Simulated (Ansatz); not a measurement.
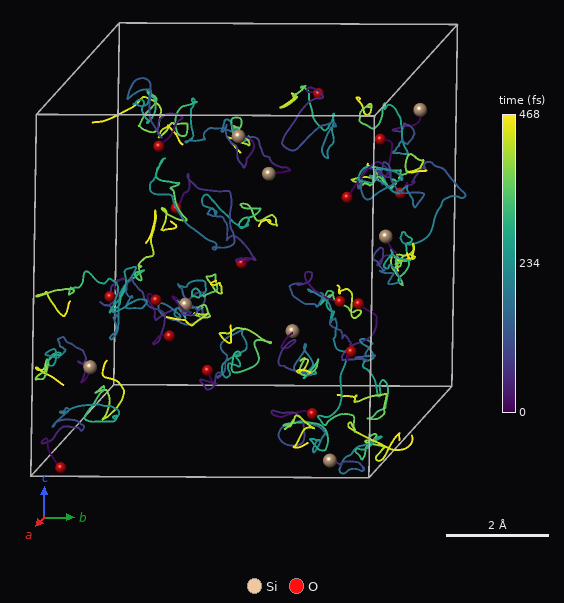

Molecular dynamics of an amorphous cell of composition SiO₂ (24 atoms in the cell), 468 fs long. Lines trace each atom's path, coloured by time; spheres stand at the starting positions. Seen slightly off an axis in the simulation cell.

All numbers below come from DFT PBE, scalar-relativistic, plane waves, PAW in Ansatz. Run with plane-wave cutoff 420 eV; k-point mesh 1 × 1 × 1; Fermi-Dirac smearing 0.345 eV; volume 1.16 times that of the relaxed crystal; set temperature 4000 K; time step 2 fs.

### Describe the motion.

In the second half of the run the atoms are, in the root-mean-square, this far from where they began (common drift taken out): O 1.32 Å, Si 1.27 Å. That is a large part of the typical shortest distance between atoms in the first frame, about 1.7 Å and still growing: the atoms leave their places as in a liquid. Bond changes: 7 O–Si bonds break between 44 fs and 468 fs; 10 O–Si bonds form between 46 fs and 454 fs; one O–Si contact opens and closes in turn; one Si–Si contact opens and closes in turn; 4 Si–Si bonds break between 122 fs and 426 fs. Over the second half the temperature averages 4182 K (spread ±692 K). The potential energy in the second half lies on average 904 meV per atom below the first frame. The first frame is far from relaxed (forces up to 21.2 eV/Å), so much of the motion is the structure settling. The mean pressure there is 0.2 GPa.

Limits of the set-up: the periodic images lie only 6.8 Å apart, so the values are limited by the cell's size.
